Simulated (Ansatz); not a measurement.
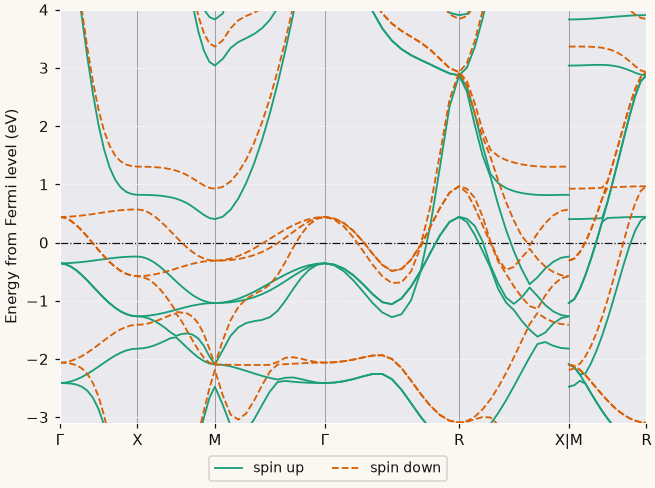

Band structure. Energies are counted from the Fermi level.

### What lattice type does the k path imply?

A simple cubic lattice: the path Γ–X–M–Γ–R–X|M–R runs through the special points of its Brillouin zone.

Structure: CsCl-type FeAl, space group Pm-3m (No. 221), 2 atoms in the cell; cubic a = 2.910 Å.

Computed with Ansatz 0.2.0: PBEsol, Ansatz PAW, collinear spin, ferromagnetic start, no spin-orbit coupling, 9×9×9 k mesh, 420 eV cutoff, Fermi-Dirac smearing of 0.05 eV.

### Metal, semiconductor or insulator?

A metal: bands cross the Fermi level along this path.

### Which levels at Γ lie nearest to the Fermi level?

At Γ the nearest levels lie 0.36 eV below and 0.44 eV above the Fermi level.

The run ends ferromagnetic, with 0.66 μB a cell. The magnetic state is the one that this start led to; another may lie lower. The PAW data sets were made with another functional. The cell is at −11 GPa in this functional. Bands are joined in order of energy, so crossings between the computed points show as kinks or gaps.
